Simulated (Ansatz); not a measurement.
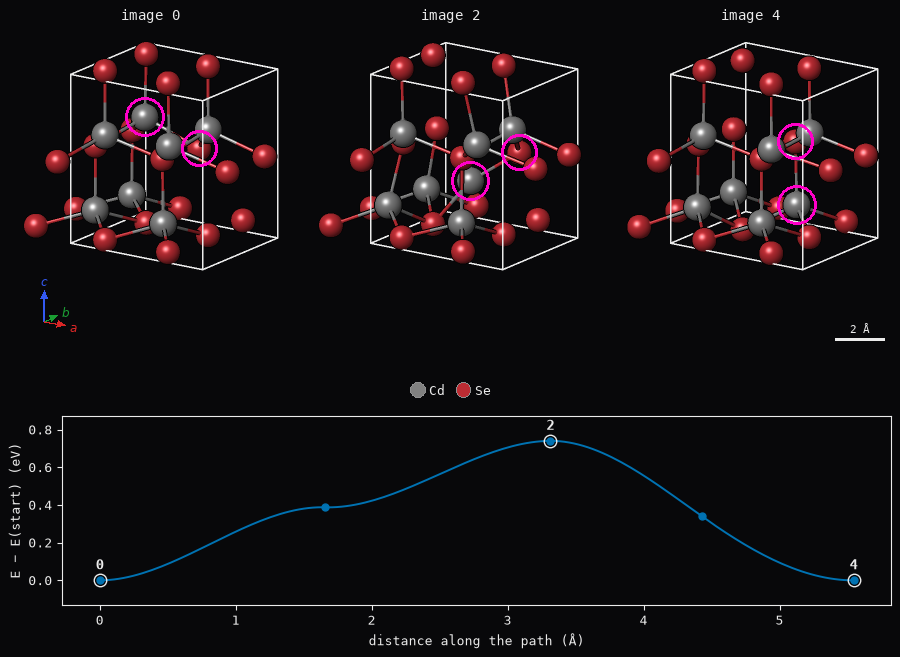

NEB run on a defect cell of composition Cd₇Se₈ with a Cd vacancy (15 atoms in the cell). Images are numbered from 0 (start) to 4 (end). The picture is a ball-and-stick view of the simulation cell (origin moved), seen slightly off an axis. The atoms that move most are ringed. Bonds to atoms that aren't drawn are left out.

Theory: DFT, PAW plane waves, PBE in Ansatz 0.2.0. Run with plane-wave cutoff 420 eV; k-point mesh 2 × 2 × 2; cold smearing 0.15 eV; 3 movable images; climbing image; force threshold 0.05 eV/Å; iteration limit 40.

Q: What happens along the path, and what is the barrier?

A: The barrier is about 0.74 eV in both directions, with image 2 at the top; the ends have the same energy. A Cd atom travels furthest, 4.21 Å from end to end, along [2 1 −3], on a path that bends up to 0.63 Å away from the straight line. At the highest image its nearest neighbour (Se) is 2.52 Å away, against 2.65 Å at the start, and the surrounding atoms stand up to 1.01 Å off the mean of their end positions. The band is converged.

Limits of the set-up: the k-point mesh is coarse for a cell with partly filled bands; the periodic images lie only 7.1 Å apart, so the values are limited by the cell's size.

The run took 11 min on 4 threads of AMD EPYC 7R43 64-Core Processor (Zen 3), with other jobs on the host, peak memory 2.8 GiB.
